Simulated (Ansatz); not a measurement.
AlGa$_{2}$As$_{3}$

Input

```
crystal:
  lattice:
    - [4.0097500641, 0.0, 0.0]
    - [-2.004875032, 3.4725454183, 0.0]
    - [0.0, 0.0, 9.8218416531]
  atoms:
    - { symbol: Al, position: [0.0, 0.0, 0.0] }
    - { symbol: As, position: [0.6666666667, 0.3333333333, 0.4166666667] }
    - { symbol: As, position: [0.3333333333, 0.6666666667, 0.0833333333] }
    - { symbol: Ga, position: [0.3333333333, 0.6666666667, 0.3333333333] }
    - { symbol: Ga, position: [0.6666666667, 0.3333333333, 0.6666666667] }
    - { symbol: As, position: [0.0, 0.0, 0.75] }
basis:
  ecutwfc: 500
kpoints:
  mp_grid: { grid: [12, 12, 4] }
hamiltonian:
  xc: r2scan
scf:
  occupations: { method: gaussian, width: 0.02 }
output:
  forces: true
  stress: true
  eigenvalues: true
  populations: true
  write_density: true
  write_potential: true
  elf: true
  volumetric_format: npy
relax:
  adjacent_minimum: "off"
  f_tol: 0.01
  max_steps: 45
  cell: { stress_tol: 0.05 }
```

Launched as:

```sh
ansatz run input.yaml --threads 2 --pin off --max-ram 5120MiB --backend cpu --events-out ev --progress --plain --runs-dir out
```

Below, planes, directions and counts refer to the conventional cell (a = 4.01 Å, b = 4.01 Å, c = 9.82 Å, α = 90.00°, β = 90.00°, γ = 120.00°).

The fields are those of the run's last geometry, not of the input's.

Space group P3m1.

All numbers below come from DFT r2SCAN, scalar-relativistic, plane waves, PAW (Ansatz).

Core electrons are frozen (PAW), and the valence fields are smoothed inside the atomic spheres.

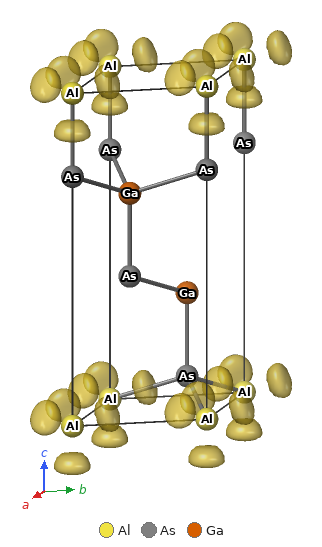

Figure 1. Isosurface of the ELF at 0.85 (yellow), seen slightly off an axis. Core shells and regions of very low density are left out. Sticks mark near contacts.

Question: What do the ELF domains correspond to?

Answer: The surface consists of four regions between bonded Al–As atoms (shared pairs), counted in one cell of 6 atoms. Any copies at cell faces, edges or corners count once. Profiles from the grid: Ga–As (2.45 Å): the ELF peaks at about 0.80 between the atoms; a covalent bond. Al–As (2.45 Å): the ELF peaks at about 0.95 between the atoms; a shared electron pair.

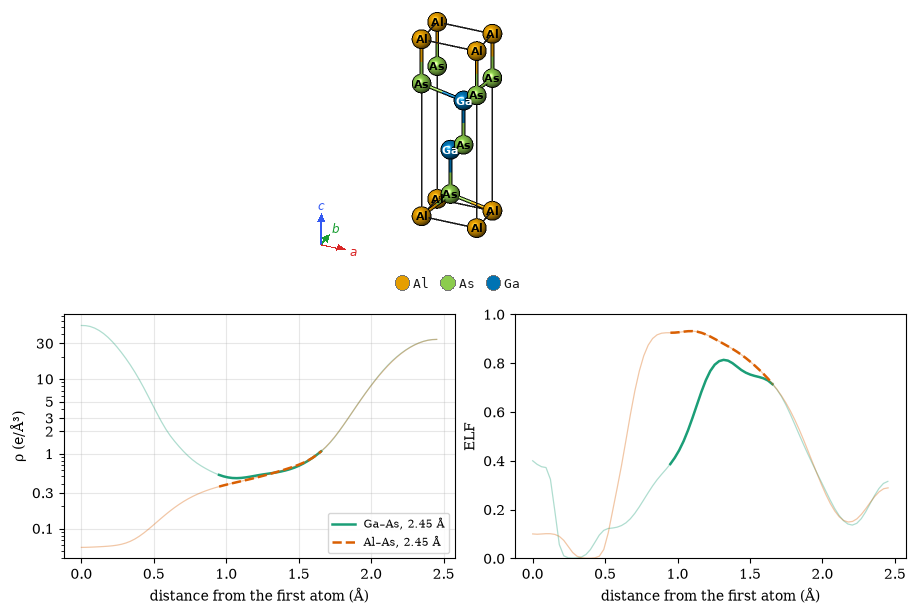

Figure 2. Valence charge density (pseudo) and electron localisation function along straight lines between neighbouring atoms. Thin, pale parts lie inside the atomic spheres. The structure is drawn too.

Question: What can be read from the curves?

Answer: Ga–As (2.45 Å): the density is about 0.52 e/Å³ at the midpoint; the ELF peaks at about 0.80 between the atoms (a covalent bond).
Al–As (2.45 Å): the density is about 0.49 e/Å³ at the midpoint; the ELF peaks at about 0.95 between the atoms; a covalent bond.

Question: Does the calculation give a band gap?

Answer: It is gapped, with a Kohn–Sham gap of 1.3 eV on the k-point mesh (the band edges may lie off the mesh, which would make the gap smaller).
